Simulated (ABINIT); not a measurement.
System: Be.

```
Be
1.0
     0.00435    2.43588    2.52743
    -2.52614   -0.00451    0.00017
    -0.00451   -2.45105    0.01517
Be
2
Direct
  0.00000 0.50000 0.00000
  0.50000 0.00000 0.00000
```

Space group C2/m; a structure from a database of computed crystals, not necessarily the ambient phase.

The calculation used ABINIT 10.8.3, Kohn-Sham DFT of a periodic cell, PBE, JTH PAW PBE v2.0.

**What can the converged valence pseudo-density tell about the bonding?**

Be–Be (2.16 Å): the density is about 0.28 e/Å³ at the midpoint.

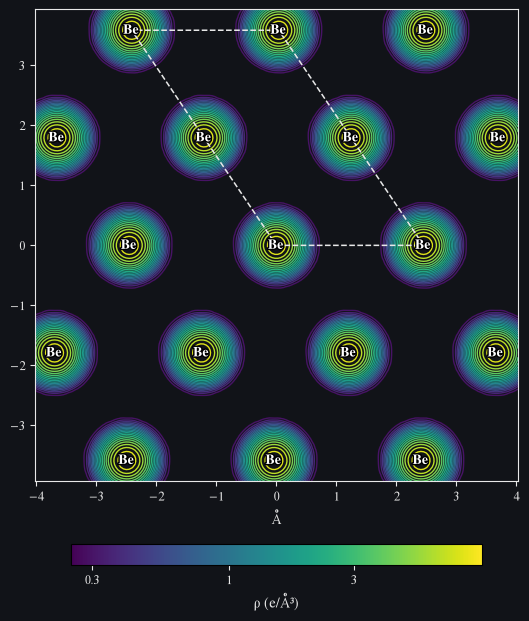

Computed valence pseudo-density on the (11̄0) plane of the conventional cell. 

In a PAW calculation such maps are meaningful between the atoms, not at the nuclei.
